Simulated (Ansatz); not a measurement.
# Electron scattering at the Σ5 (210) boundary in fcc Ir with C (interstitial), part 2 of 2

Wanted: what the Σ5 (210) boundary in fcc Ir with C (interstitial) costs an interconnect.

Ansatz 0.2.0; Ansatz plane-wave DFT, PBE, PAW files; relaxation of a bicrystal slab with its lowest layers held; PAW set soft_1 (the session's first sound run).

So far. Step 2 (Relaxing the bicrystal): The largest force component on a free atom ends at 0.012 eV/Å, under the tolerance of 0.03, after 6 steps.

## 3. Transmission across the boundary

This step: Ansatz plane-wave DFT, PBE, PAW files; ballistic transport by layer matching (Landauer), zero bias; boundary relaxed in a short slab, bulk layers laid on; PAW set soft_1 (Ansatz 0.2.0).

System of this step: Σ5 (210) boundary in fcc Ir with C (interstitial). The cell holds 49 atoms: 48 Ir and 1 C. Cell: a = 4.702 Å, b = 3.839 Å, c = 49.298 Å, α = 90.0°, β = 90.0°, γ = 65.9°. It derives from Ir. Regions: lower grain, 20 atoms (20 Ir); boundary, 13 atoms (12 Ir and 1 C); upper grain, 16 atoms (16 Ir). Vacuum lies along c.

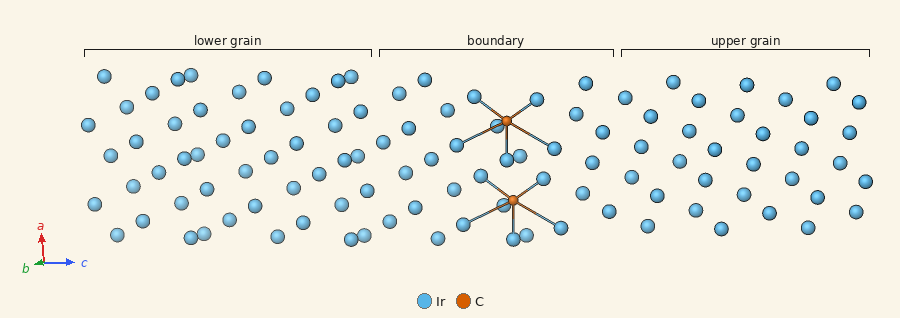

The cell of this step (iridium blue, carbon orange). Bonds to atoms that aren't drawn are left out. 2×1×1 cells are drawn. Some periodic images of atoms are drawn too.

input.yaml reads:

```yaml
crystal:
  lattice:
    - [4.7022854592, 0.0, 0.0]
    - [1.5674284864, 3.5048766455, 0.0]
    - [0.0, 0.0, 49.2976395316]
  atoms:
    - { symbol: Ir, position: [-15.5999999999, 7.7999999997, 0.0811397876] }
    - { symbol: Ir, position: [-14.9999999999, 7.4999999997, 0.0985547378] }
    - { symbol: Ir, position: [-14.3999999999, 7.1999999997, 0.1159696881] }
    - { symbol: Ir, position: [-13.7999999999, 6.8999999998, 0.1333846383] }
    - { symbol: Ir, position: [-13.1999999999, 6.5999999998, 0.1507995885] }
    - { symbol: Ir, position: [-12.5999999999, 6.2999999998, 0.1682145388] }
    - { symbol: Ir, position: [-11.9999999999, 5.9999999998, 0.185629489] }
    - { symbol: Ir, position: [-11.3999999999, 5.6999999998, 0.2030444393] }
    - { symbol: Ir, position: [-10.7999999999, 5.3999999998, 0.2204593895] }
    - { symbol: Ir, position: [-10.1999999999, 5.0999999998, 0.2378743397] }
    - { symbol: Ir, position: [-9.6, 4.7999999999, 0.25528929] }
    - { symbol: Ir, position: [-9.0, 4.4999999999, 0.2727042402] }
    - { symbol: Ir, position: [-8.4, 4.1999999999, 0.2901191904] }
    - { symbol: Ir, position: [-7.8, 3.8999999999, 0.3075341407] }
    - { symbol: Ir, position: [-7.2, 3.5999999999, 0.3249490909] }
    - { symbol: Ir, position: [-6.6, 3.2999999999, 0.3423640412] }
    - { symbol: Ir, position: [-6.0, 2.9999999999, 0.3597789914] }
    - { symbol: Ir, position: [-5.4, 2.7, 0.3771939416] }
    - { symbol: Ir, position: [-4.8, 2.4, 0.3946088919] }
    - { symbol: Ir, position: [-4.2, 2.1, 0.4120238421] }
    - { symbol: Ir, position: [0.4, 0.8, 0.4294387923] }
    - { symbol: Ir, position: [-0.0025059905, 0.5012529952, 0.4469658364] }
    - { symbol: Ir, position: [0.6011585804, 0.1994207098, 0.4644608941] }
    - { symbol: Ir, position: [0.1974315612, 0.9012842194, 0.4815668003] }
    - { symbol: Ir, position: [0.797450506, 0.601274747, 0.5006419762] }
    - { symbol: Ir, position: [0.4134312159, 0.2932843921, 0.5184903128] }
    - { symbol: Ir, position: [0.0216138695, -0.0108069348, 0.5360616153] }
    - { symbol: C, position: [0.5026949045, 0.7486525477, 0.535746815] }
    - { symbol: Ir, position: [0.7708937333, 0.6145531334, 0.5687216827] }
    - { symbol: Ir, position: [0.16799229, 0.916003855, 0.587731882] }
    - { symbol: Ir, position: [0.5709495127, 0.2145252437, 0.6043433441] }
    - { symbol: Ir, position: [-0.02553541, 0.512767705, 0.6219112712] }
    - { symbol: Ir, position: [0.3763914763, 0.8118042619, 0.6402210086] }
    - { symbol: Ir, position: [-4.2236085237, 2.1118042619, 0.6576359588] }
    - { symbol: Ir, position: [-4.8236085237, 2.4118042618, 0.6750509091] }
    - { symbol: Ir, position: [-5.4236085237, 2.7118042618, 0.6924658593] }
    - { symbol: Ir, position: [-6.0236085237, 3.0118042618, 0.7098808096] }
    - { symbol: Ir, position: [-6.6236085237, 3.3118042618, 0.7272957598] }
    - { symbol: Ir, position: [-7.2236085237, 3.6118042618, 0.74471071] }
    - { symbol: Ir, position: [-7.8236085237, 3.9118042618, 0.7621256603] }
    - { symbol: Ir, position: [-8.4236085237, 4.2118042618, 0.7795406105] }
    - { symbol: Ir, position: [-9.0236085237, 4.5118042617, 0.7969555607] }
    - { symbol: Ir, position: [-9.6236085237, 4.8118042617, 0.814370511] }
    - { symbol: Ir, position: [-10.2236085237, 5.1118042617, 0.8317854612] }
    - { symbol: Ir, position: [-10.8236085237, 5.4118042617, 0.8492004115] }
    - { symbol: Ir, position: [-11.4236085237, 5.7118042617, 0.8666153617] }
    - { symbol: Ir, position: [-12.0236085237, 6.0118042617, 0.8840303119] }
    - { symbol: Ir, position: [-12.6236085237, 6.3118042617, 0.9014452622] }
    - { symbol: Ir, position: [-13.2236085237, 6.6118042616, 0.9188602124] }
kpoints:
  mp_grid: { grid: [7, 7, 1] }
hamiltonian:
  xc: pbe
  pseudopotentials: { kind: paw, azcp: { folder: soft_1 } }
scf:
  occupations: { method: fermi_dirac, width: 0.1 }
output:
  transmission:
    leads: [[11, 12], [39, 40]]
    kmesh: [18, 18]
    e_range: [-0.1, 0.1]
    de: 0.05
  write_potential: true
  write_density: true
  volumetric_format: npy
  elf: true
```

The run is started by

```
ansatz run input.yaml --threads 4 --pin off --max-ram 15360MiB --backend cpu --events-out ev --progress --plain --runs-dir out
```

Numbers of over 12 decimals in the logs are rounded to 6 here.

Log:

```text
[...]
Crystal: 49 atoms, lattice volume = 812.471 Å³
Basis set: ecut = 420 eV, 15857 PW (Γ)
Bands: 492, of which v1, the nominal top of the filled ones, is band 410 counted from 1 (409 counted from 0)
Symmetry: 2 space group operations
[...]
k-points: 16 of 49 (time reversal used)
[...]
SCF iter  12: F=-573210.060320 eV  HF=-573210.060320 eV  |F-HF|=1.02e-8  |Δ(HF+E_count)|=   3.49e-9  Δρ=6.29e-7  dr2=1.20e-8  ethr=1.22e-11  ⟨swp⟩=12.1  Hψ=21043  notcnv=0
SCF 1 converged in 12 iterations: F = -573210.060320 eV  dr2 = 1.20e-8
[...]
transmission: 575 of 5733 steps passed
transmission: 1150 of 5733 steps passed
[...]
transmission: 5733 of 5733 steps passed
WARN: The output density's exchange-correlation potential varies sharply where the density is thin. Do not read a vacuum level from v_tot or v_xc, or from such a field of the output density. On a cell that repeats whose density bears no net charge and no dipole along the vacuum's axis use v_es (v_loc + v_h of the components); under efield.dipole_correction with no amplitude use v_es + v_field, which holds any externa [...]
SCF converged after 12 iterations
Free energy (F): -573210.060320 eV
[...]
Internal energy: -573208.399521 eV  (E = F + TS)
E sigma→0 (E₀):  -573209.229920 eV
Entropy (-TS):   -1.660799 eV (-33.894 meV/atom)
Fermi energy:    20.822994 eV
[...]
--- Band table (eV; the first three rows and the last of 16) ---
  k-point 0: bands = [... 406 lower, 20.8536, 20.8538, 20.8808, 20.8871, 20.9311, 20.9985, 20.9988, 21.0198, ... 78 higher]
  k-point 1: bands = [... 406 lower, 20.7332, 20.7830, 20.7938, 20.8586, 20.9399, 20.9682, 21.0045, 21.0457, ... 78 higher]
  k-point 2: bands = [... 406 lower, 20.5856, 20.6412, 20.6836, 20.8048, 20.8612, 20.9155, 20.9792, 20.9941, ... 78 higher]
  k-point 15: bands = [... 406 lower, 20.9775, 21.0095, 21.0356, 21.0700, 21.1005, 21.1238, 21.1396, 21.1541, ... 78 higher]
--- Transmission ---
  basis      : 141 plane waves across, 63 finite elements along
  points     : 91, standing for a mesh of 18 x 18
  energies   : 5 from -0.100000 to 0.100000 eV about the Fermi level, 0.050000 eV apart; the leads are filled to 0.000000 eV, and channels, transmission and decay are at 0.000000 eV
  crystal 0  : Ir3, at the sites [11, 12], period 2.5755 Å, over 18.03 Å; its Hamiltonian steps by up to 7.5 meV
    offset         : up to 0.0000 Å between an atom of the period and one for which it stands
    channels       : 4.364198e0 a spin
    conductance    : none, the energies end too early or step too widely for 300 K: set another output.transmission.e_range or a lower de, or, where they end at an eighth of basis.ecutwfc, a higher one
[...]
channels       : 4.438272e0 a spin
[...]
junction   : crystal 0 to crystal 1, 13.28 to 36.01 Å
    transmission   : 1.650344e0 a spin
[...]
```

The job ended after 15 min (4 threads of Arm Neoverse V2, shared host; peak memory 10 GiB; 57 min of CPU time).

This step gave:

| Quantity | Value |
| --- | --- |
| free energy | -573210.0603 eV |
| energy at zero smearing | -573209.2299 eV |
| Fermi energy | 20.82 eV |
| cell area | 16.48 Å² |
| transmission per spin nearest the Fermi level | 1.650 |
| open channels per spin nearest the Fermi level | 4.364 |
| open channels per spin, upper lead | 4.438 |
| step of the lead's potential | 7.5 meV |
| step of the upper lead's potential | 22 meV |

Per spin. Table of transmission, zone mean by energy, zero at the Fermi level:

```csv
energy (eV),"transmission, zone mean"
-0.1000,1.64
-0.0500,1.63
0.0000,1.65
0.0500,1.69
0.1000,1.71
```

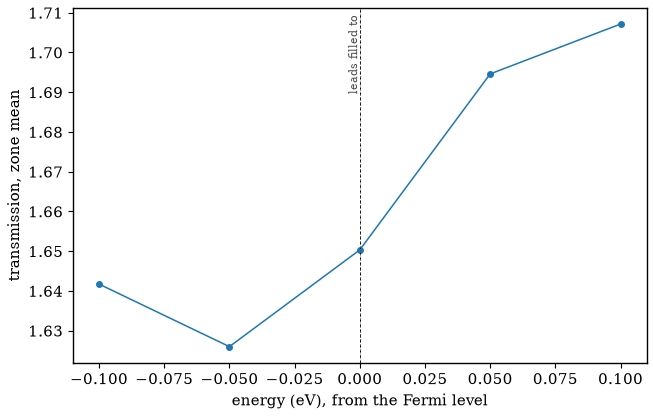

Transmission, zone mean, plotted against energy.

Per spin. Open channels, zone mean against energy, zero at the Fermi level:

```csv
energy (eV),lead,upper lead
-0.1000,4.27,4.28
-0.0500,4.30,4.28
0.0000,4.36,4.44
0.0500,4.49,4.5
0.1000,4.51,4.52
```

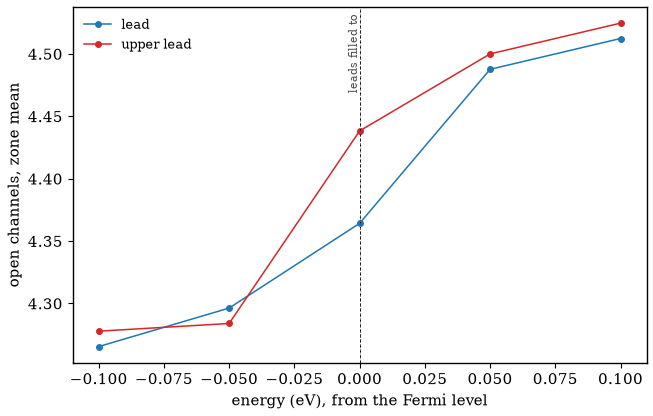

Open channels, zone mean, plotted against energy.

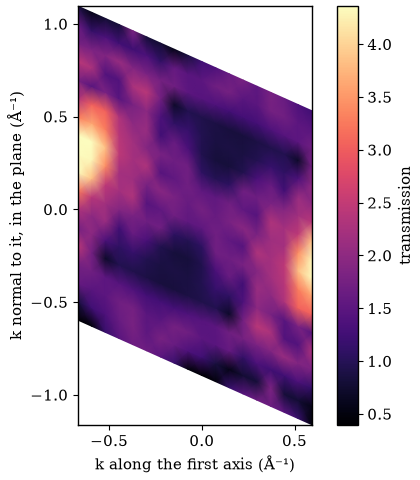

Transmission over k1 and k2. At 0.0000 eV from the Fermi level.

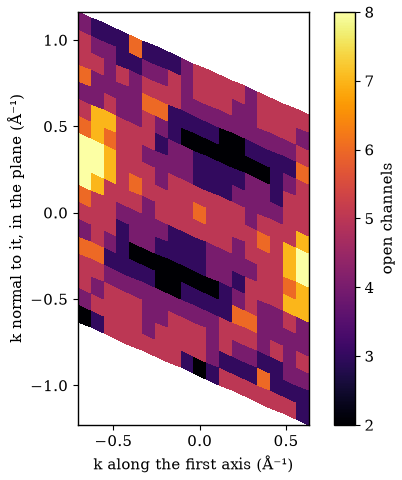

Open channels over k1 and k2. At 0.0000 eV from the Fermi level.

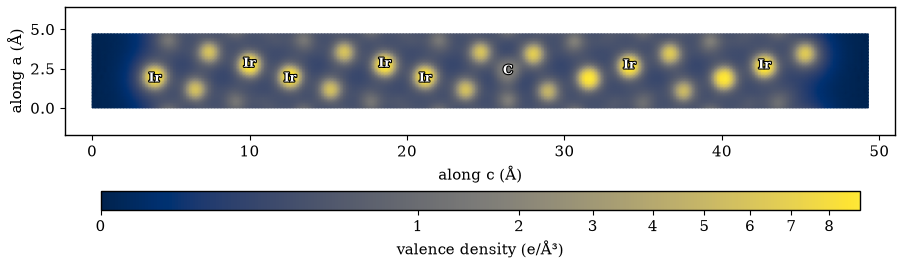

Valence density in the ca plane at fractional y = 0.749, with atoms of Ir and C within 0.2 Å of it. It is the smooth field of the valence electrons, not physical close to the nuclei. The colour scale is stretched toward low values.

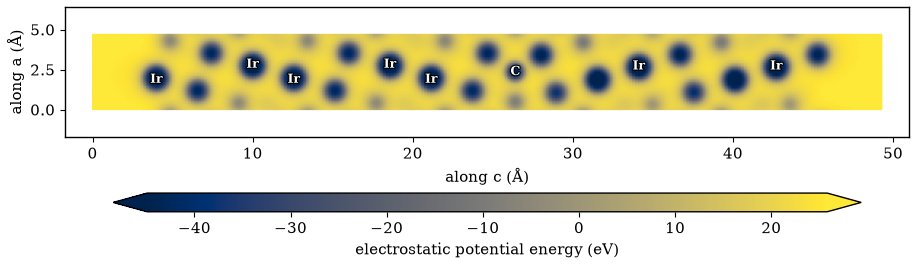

Electrostatic potential energy in the ca plane at fractional y = 0.749, with atoms of Ir and C within 0.2 Å of it. With pseudopotentials it is smooth inside the atoms' cores, unlike the true potential.

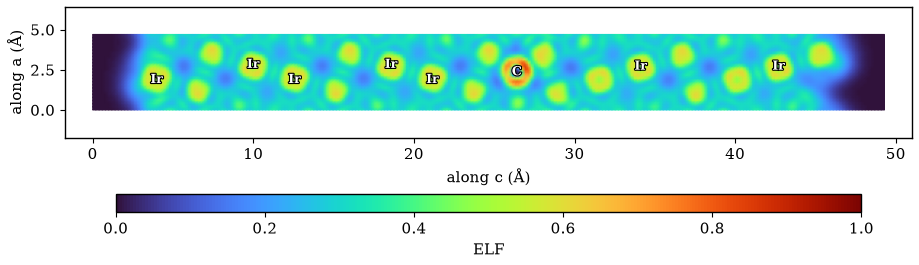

ELF in the ca plane at fractional y = 0.749, with atoms of Ir and C within 0.2 Å of it. It is the smooth field of the valence electrons, not physical close to the nuclei.

Over the solved energies the transmission per spin lies between 1.63 and 1.71, out of 4.39 channels of the lead on average (up to 4.51).

## 4. Specific resistance

This step: Ansatz plane-wave DFT, PBE, PAW files; ballistic transport by layer matching (Landauer), zero bias; specific resistance of the boundary; PAW set soft_1 (Ansatz 0.2.0).

Numbers from this step:

```yaml
area_resistance: 0.7944 fΩ m²
t_over_the_leads_mean_channel_count: 0.3786
```

Averaged over the energies near the Fermi level, 37.9 % of the channels pass, which makes 0.794 fΩ m².

By hand, with T and the leads' channels N averaged over the energies near the Fermi level: RA = A (h/2e²)(1/T − ½[1/N₁ + 1/N₂]) = 16.48×10⁻²⁰ m² × 12 906 Ω × (1/1.664 − ½[1/4.385 + 1/4.405]) = 0.794 fΩ m².

## 5. Results

| Quantity | Value |
| --- | --- |
| specific resistance of the boundary | 0.794 fΩ m² |
| share of channels that pass | 0.379 |

What this shows: The boundary has a specific resistance of 0.79 fΩ m². The boundary reflects 62 % of the channels; 0.79 fΩ m² is 7.9×10⁻¹² Ω·cm². One C in 16.5 Å² of boundary is a high coverage. One starting structure was relaxed; another shift or atom count at the boundary may lie lower. Spin-orbit coupling is left out, which matters for Ir.

[Logs are printed without paths, hosts, clocks, repeated set-up lines and the standing remarks that a program may print on its own settings, such as how far it seeks lower states.]

[Hosts, paths, dates, database ids (printed as entryN), source tags and the programs' standing remarks are cut or masked in the printed files.]
